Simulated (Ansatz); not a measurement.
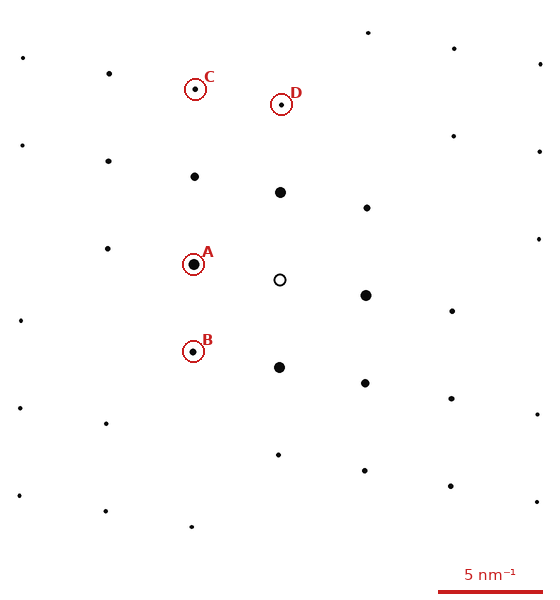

The pattern is a kinematic simulation for 120 kV electrons (no multiple scattering; isotropic B = 0.5 Å²). The zone axis points towards the electron source and the pattern is seen from the source side.

Crystal: Li, space group P6_3/mmc (No. 194), a = 3.098 Å, c = 5.053 Å (hexagonal axes). Structure: the input geometry of an electronic-structure calculation (not necessarily at equilibrium); the starting structure was generated, so it need not be a known form of this composition.

Spot A is indexed -1 1 1 and spot B -1 0 2.

Question: Give hkl for C, D.

Answer: C = 3A − 2B = -1 3 -1 (d = 0.994 Å). D = 2A − 2B = 0 2 -2 (d = 1.185 Å).

Question: Which zone axis is this?

Answer: The cross product of A and B is parallel to [211]; every spot obeys hu + kv + lw = 0.

Question: What are the spacings of A and B and the angle between them?

Answer: d(A) = 2.370 Å, d(B) = 1.839 Å, and the angle is 49.9°.
